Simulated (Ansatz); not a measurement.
## Run report: Ti, single-point calculation

The run: single-point calculation of Ti (I4/mmm, 1 atom in the cell). Method and program: DFT PBEsol, scalar-relativistic, plane waves, PAW, no spin polarisation (Ansatz 0.2.0).

The structure derives from an entry of the Crystallography Open Database. It belongs to a series of runs on one base structure; here: strain +0.0200 x Voigt [1, 0, 0, 0, 0, 0], atoms carried along. Figures and captions count atoms from 1; the log counts them from 0 in places.

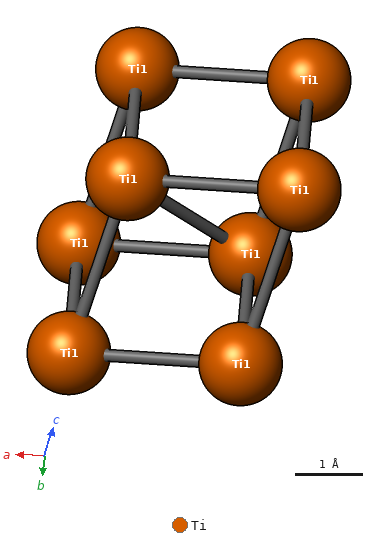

Fig. 1: The input geometry (ball-and-stick view of the cell of the calculation, seen at an oblique angle; atoms are numbered from 1 in the order of the input). An atom can appear more than once, as a periodic image. Near neighbours in the periodic cell (some may lie outside the picture): Ti has 8 Ti at 2.86 Å.

Summary

```csv
quantity,value
outcome,converged
space group (tolerance 0.01 Å),I4/mmm (139)
electrons treated,12
free energy,−2473.7637 eV
Fermi energy,12.429 eV
gap on the k-point mesh,none (metallic)
pressure,−8.35 GPa
largest force (length of the vector),under 0.001 eV/Å
hardware,"1 thread of Arm Neoverse V1, 24 GiB of memory available, shared host"
wall time,8.1 s
peak memory,0.4 GiB
```

The cell is under a tension of 8.4 GPa at this level, so it is not at its equilibrium volume.

Input
```yaml
crystal:
  lattice:
    - [-1.67382, 1.641, 1.641]
    - [1.67382, -1.641, 1.641]
    - [1.67382, 1.641, -1.641]
  atoms:
    - { symbol: Ti, position: [0.0, 0.0, 0.0] }
basis:
  ecutwfc: 420
kpoints:
  mp_grid: { grid: [20, 20, 20] }
hamiltonian:
  xc: pbesol
scf:
  occupations: { method: gaussian, width: 0.15 }
output:
  forces: true
  stress: true
  eigenvalues: true
  write_density: true
  write_potential: true
  elf: true
  volumetric_format: npy
```

Run as:
```bash
ansatz run input.yaml --threads 1 --pin off --max-ram 2560MiB --backend cpu --events-out ev --progress --plain --runs-dir out
```

Output
```
Engine: ansatz 0.2.0, aarch64-unknown-linux-gnu
Pseudopotentials: kind: paw
Pseudopotential: Ti, paw, valence charge 12, recommended cutoff 420 eV (normal), Ti.paw.azcp
Functional definition: PBEsol
  exchange = pbesol_x
  correlation = pbesol_c
Crystal: 1 atoms, lattice volume = 18.030 Å³
Basis set: ecut = 420 eV, 369 PW (Γ), exchange–correlation on 40×40×40 points (8 copies of the dense FFT grid, shifted against one another)
Bands: 10, of which v1, the nominal top of the filled ones, is band 6 counted from 1 (5 counted from 0)
Symmetry: 16 space group operations
Space group: I4/mmm (ITA 139), of the structure as read, at distance tolerance 2.6e-5 Å
k-points: 641 of 8000
Non-local potential: Ti, projectors of the file, l = 0: 3, l = 1: 2, l = 2: 3, l = 3: 1
PAW form: soft (Blöchl's): semilocal exchange-correlation on the pseudo side does not see the compensation charge
PAW frozen core: Ti, regenerated for the run's functional, and the local potential with it (the file was generated under x = pbe(κ = 0.804, μ = 0.2195149727645171), c = pbe(β = 0.06672455060314922))
PAW one-centre angular grid: Ti, 590 points (default); XC on 64 Gauss nodes
Initial density: superposition of atomic densities (neutral atoms: chi_scale 0, normalization atom), corrected by the library's trained network
Initial wavefunctions: pseudopotential atomic-orbital guess
Functional: x = pbesol(κ = 0.804, μ = 0.12345679012345678), c = pbesol(β = 0.046)
SCF iter   1: F=—  HF=-2473.764721 eV  |F-HF|=—  |Δ(HF+E_count)|=         —  Δρ=4.73e-3  dr2=2.34e-3  ethr=1.77e-3  ⟨swp⟩=4.4  Hψ=33787  notcnv=0
preconditioner: auto → none  [metal: Δε(μ)=0.005 eV  Ē_g=4.005 eV  σ=0.150 eV  W_gap=0.02  n_scr=0 (ndim 8)  ℏωp=17.5 eV  f_vac=0.000  D(μ)=2.47/eV (n_scr^D=42)]
SCF iter   2: F=—  HF=-2473.763808 eV  |F-HF|=—  |Δ(HF+E_count)|=   9.13e-4  Δρ=1.43e-3  dr2=3.60e-4  ethr=1.95e-5  ⟨swp⟩=2.3  Hψ=15489  notcnv=0
SCF iter   3: F=—  HF=-2473.763743 eV  |F-HF|=—  |Δ(HF+E_count)|=   6.48e-5  Δρ=7.87e-4  dr2=5.00e-5  ethr=3.00e-6  ⟨swp⟩=2.2  Hψ=8482  notcnv=0
SCF iter   4: F=—  HF=-2473.763745 eV  |F-HF|=—  |Δ(HF+E_count)|=   2.41e-6  Δρ=1.55e-4  dr2=1.99e-6  ethr=4.16e-7  ⟨swp⟩=1.0  Hψ=6426  notcnv=0
iter 5 did not close the SCF: its close was put off for the readings that it lacked (scf_convergence_deferred on its scf_iter line)
SCF iter   5: F=-2473.763746 eV  HF=-2473.763746 eV  |F-HF|=4.16e-10  |Δ(HF+E_count)|=   1.86e-7  Δρ=1.29e-5  dr2=1.27e-8  ethr=1.66e-8  ⟨swp⟩=1.0  Hψ=6382  notcnv=0
SCF iter   6: F=-2473.763746 eV  HF=-2473.763746 eV  |F-HF|=5.91e-12  |Δ(HF+E_count)|=   1.13e-9  Δρ=7.33e-7  dr2=3.78e-11  ethr=1.06e-10  ⟨swp⟩=4.1  Hψ=28924  notcnv=0
SCF 1 converged in 6 iterations: F = -2473.763746 eV  dr2 = 3.78e-11
  greatest PAW one-centre occupation: 0.999 electrons in one spin orbital (limit 2), on the Ti atom at site 0 (counted from 0), in its partial waves of l = 0
SCF converged after 6 iterations
Free energy (F): -2473.763746 eV
Harris-Foulkes:  -2473.763746 eV  (|F-HF|=5.91e-12)
Internal energy: -2473.735972 eV  (E = F + TS)
E sigma→0 (E₀):  -2473.749859 eV
Entropy (-TS):   -0.027774 eV (-27.774 meV/atom)
Fermi energy:    12.429016 eV
--- Per-component energies (eV) ---
  E_band       = -164.379747
  E_kinetic    = 271.331074
  E_local      = -834.173782  (includes V_loc(G=0)·N_el)
  E_nonlocal   = 9.606352
  E_hartree    = 340.071605
  E_xc         = -96.192113
  E_vxc        = -120.827853  (∫ρ·V_xc dr)
  E_paw        = -1022.465959  (= ΣΔE_a)
  E_vpaw       = -170.458762  (= ΣTr[D̂ρ^β])
  E_aug_tail   = 0.000114  (compensation charges beyond the density's cutoff)
  E_ewald      = -1142.052647
  E_core_change = 0.139384  (= ΣΔE_core)
  E_smearing   = -0.027774  (= −TS)
  E_closure    = -0.000000  (closes the sum)
  Σ components = -2473.763746   (vs F -2473.763746, Δ=0.00e0)
--- Forces (eV/Å), atoms counted from 1 ---
  atom   1  Ti    -0.00000000    -0.00000000     0.00000000
  max |Σ_I F_I| component: 7.40e-32 eV/Å
--- Stress (GPa, compression-positive) ---
       -8.026935      -0.000000      -0.000000
       -0.000000      -8.516380       0.000000
       -0.000000       0.000000      -8.516380
  P = ⅓ Tr σ = -8.3532 GPa (-83.532 kbar)
--- Band table (eV; the first three rows and the last of 641) ---
  k-point 0: bands = ["-43.9055", "-19.9111", "-19.9111", "-19.9094", "6.5707", "13.3404", "13.3404", "13.4724", "14.9995", "15.1534"]
  k-point 1: bands = ["-43.9027", "-19.9258", "-19.9158", "-19.9102", "6.6532", "13.3317", "13.3378", "13.4978", "14.9656", "15.1437"]
  k-point 2: bands = ["-43.8946", "-19.9705", "-19.9295", "-19.9103", "6.8961", "13.2568", "13.2946", "13.6499", "14.8713", "15.1337"]
  k-point 640: bands = ["-43.7081", "-20.3448", "-20.3225", "-20.3225", "10.4179", "10.4681", "16.1746", "16.2101", "16.2101", "20.1092"]
```

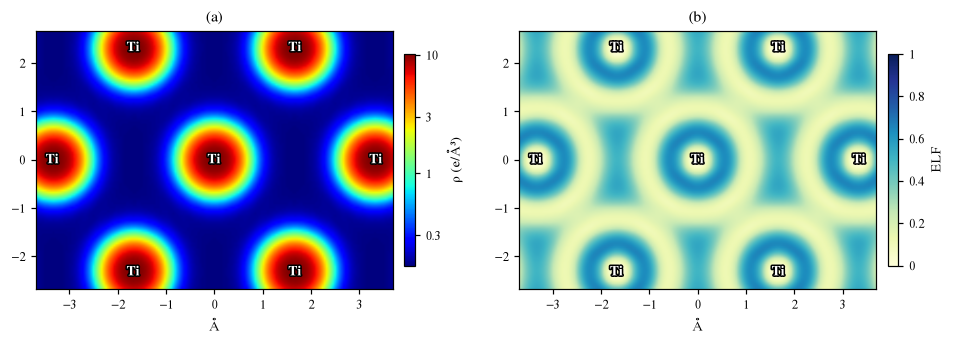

Fig. 2: (a) valence charge density (pseudo); (b) electron localisation function on the (11̄0) plane of the conventional cell. The section cuts through Ti sites. Ti–Ti (2.86 Å): the density is about 0.18 e/Å³ at the midpoint; the ELF is about 0.20 at the midpoint; no localised pair between them. Away from the nuclei the density in this plane falls to 0.17 e/Å³ at its lowest. The ELF has a maximum of about 0.55 in the space between the atoms. The strong features right at Ti lie inside the PAW spheres (semicore, d or f shells) and say nothing about bonding. The fields are those of the smooth PAW valence density.

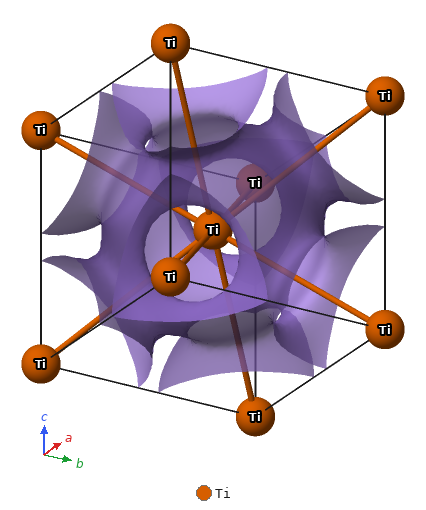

Fig. 3: Isosurface of the electron localisation function at 0.4 (purple), seen at an oblique angle. Core shells and regions of very low density are left out. Sticks mark near contacts. The outline is the cell set on symmetry axes. Values along the shortest contacts: Ti–Ti (2.86 Å): the ELF is about 0.20 at the midpoint (no shared electron pair).
